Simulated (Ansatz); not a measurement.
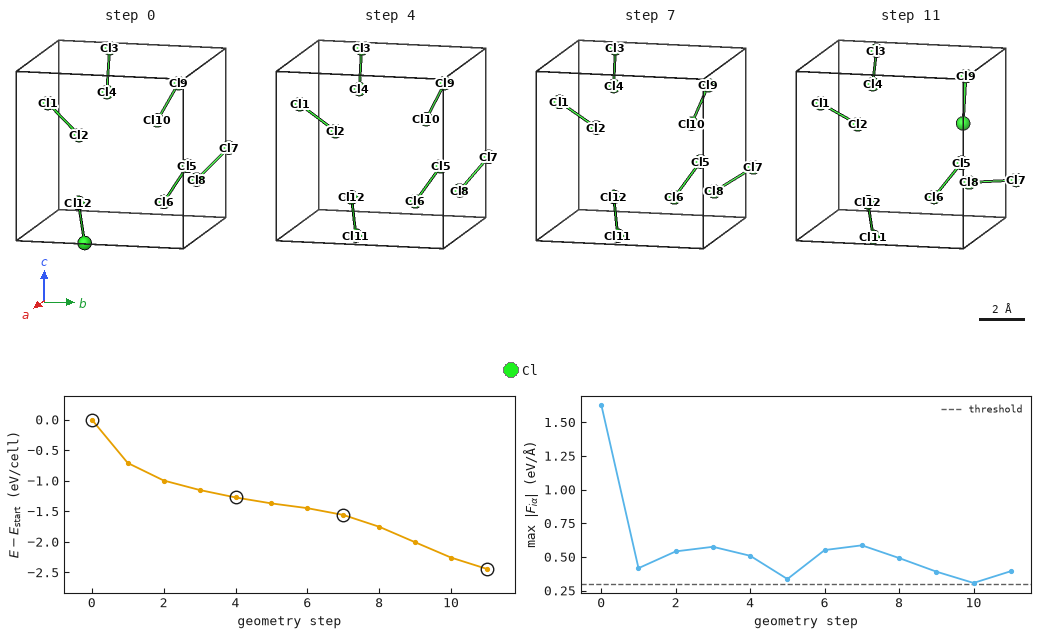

Frames of a relaxation of an amorphous cell of composition Cl, marked on the history of the run. Style: ball-and-stick. Shown: the cell of the calculation, slightly off an axis.

The cell holds 6 Cl2. The run prepares the start of a later molecular dynamics calculation, from a guessed geometry.

Theory: Ansatz 0.2.0, DFT r2SCAN-D3(BJ), scalar-relativistic, plane waves, PAW. Set-up: plane-wave cutoff 500 eV; k-point mesh 1 × 1 × 1; occupations fermi dirac; smearing width 0.02 eV; no spin polarisation; atoms relaxed in a fixed cell; force threshold 0.3 eV/Å; at most 15 steps.

Q: What happens along the run?

A: The run was cut off at its time limit before the relaxation converged, so the last structure is only a point on the way. Over 11 geometry steps the energy falls by 2.443 eV per cell of the calculation. Largest force component: 1.6 eV/Å at the start, 0.39 eV/Å at the end. The atom that moves furthest is Cl7 (1.53 Å roughly along [0 1 −3]). The cell stays as it was. Among the contacts that change: Cl8–Cl9 3.681 → 2.828 Å, Cl1–Cl11 2.673 → 3.453 Å, Cl8–Cl10 3.257 → 2.708 Å, Cl9–Cl10 2.015 → 2.156 Å. Cost: 7.3 min on 1 thread of AMD EPYC 7R43 64-Core Processor (Zen 3), on a shared host, peak memory 1.3 GiB. From step 0 to 4: Cl atoms move most (0.64 Å), energy −1.273 eV per cell of the calculation. From step 4 to 7: Cl7 moves most (0.54 Å), energy −0.286 eV per cell of the calculation. From step 7 to 11: Cl8 moves most (0.62 Å), energy −0.884 eV per cell of the calculation.

Limits of the set-up: the periodic images lie only 7.7 Å apart, so the values are limited by the cell's size.
